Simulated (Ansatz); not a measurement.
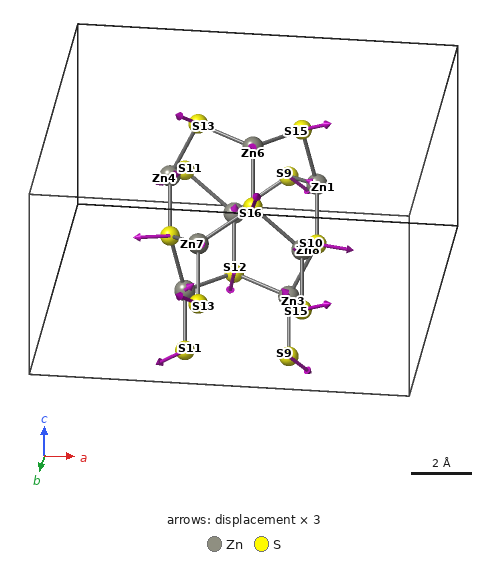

A relaxation of a wire of composition ZnS. The starting structure is drawn; purple arrows show the displacements (the part carried along by the change of the cell is left out), 3 times their true length.

Style: ball-and-stick. Shown: the cell of the calculation, with the vacuum cut short, from a free direction.

Case: (4,0) tube.

The calculation used DFT PBE, scalar-relativistic, plane waves, PAW (Ansatz).

The input:
```yaml
crystal:
  lattice:
    - [13.4, 0.0, 0.0]
    - [0.0, 13.7, 0.0]
    - [0.0, 0.0, 6.7308988119]
  atoms:
    - { symbol: Zn, position: [0.6846238312, 0.5, 0.6666666667] }
    - { symbol: Zn, position: [0.5, 0.6805809736, 0.6666666667] }
    - { symbol: Zn, position: [0.630548763, 0.627690031, 0.1666666667] }
    - { symbol: Zn, position: [0.3153761688, 0.5, 0.6666666667] }
    - { symbol: Zn, position: [0.369451237, 0.627690031, 0.1666666667] }
    - { symbol: Zn, position: [0.5, 0.3194190264, 0.6666666667] }
    - { symbol: Zn, position: [0.369451237, 0.372309969, 0.1666666667] }
    - { symbol: Zn, position: [0.630548763, 0.372309969, 0.1666666667] }
    - { symbol: S, position: [0.630548763, 0.627690031, 0.8333333333] }
    - { symbol: S, position: [0.6846238312, 0.5, 0.3333333333] }
    - { symbol: S, position: [0.369451237, 0.627690031, 0.8333333333] }
    - { symbol: S, position: [0.5, 0.6805809736, 0.3333333333] }
    - { symbol: S, position: [0.369451237, 0.372309969, 0.8333333333] }
    - { symbol: S, position: [0.3153761688, 0.5, 0.3333333333] }
    - { symbol: S, position: [0.630548763, 0.372309969, 0.8333333333] }
    - { symbol: S, position: [0.5, 0.3194190264, 0.3333333333] }
basis:
  ecutwfc: 420
kpoints:
  mp_grid: { grid: [1, 1, 7] }
hamiltonian:
  xc: pbe
scf:
  occupations: { method: gaussian, width: 0.05 }
output:
  forces: true
  stress: true
  eigenvalues: true
  populations: true
  write_density: true
  write_potential: true
  elf: true
  volumetric_format: npy
relax:
  adjacent_minimum: "off"
  f_tol: 0.02
  max_steps: 45
  cell: { fix: [a, b, alpha, beta, gamma], stress_tol: 0.03 }
```

Launched with:
```bash
ansatz run input.yaml --threads 4 --pin off --max-ram 11264MiB --backend cpu --events-out ev --progress --plain --runs-dir out
```

Q: Which element moves most?

A: Sulfur: up to 0.42 Å, against 0.14 Å for zinc.

Q: What did the optimiser do to the structure, and how much energy did it gain?

A: The largest moves relative to the layer's centre, 0.42 Å, are those of 8 atoms (S9, S10, S11, S12 and others). By element the largest moves are S 0.42 Å, Zn 0.14 Å. Along the periodic axis the drawn cell goes c 6.731 → 6.347 Å (−5.7 %). Among the contacts that change: Zn1–S15 2.201 → 2.278 Å, Zn1–S10 2.244 → 2.282 Å. Bond angles that change, for instance: S10–Zn8–S16 105.3° → 127.7°, Zn1–S10–Zn3 120.6° → 106.1°, Zn3–S10–Zn8 105.3° → 93.2°. The energy falls by 3.382 eV per cell of the calculation in 4 accepted moves (5 points after the start). Largest force component: 1.7 eV/Å at the start, 0.011 eV/Å at the end. The SCF was repeated once at an unchanged geometry on a basis and grid sized afresh for the cell, which shifted the energy by 6.6 meV per cell of the calculation at most. Cost: 120 s on 4 threads of Arm Neoverse V2, with other jobs on the host, peak memory 2.1 GiB.
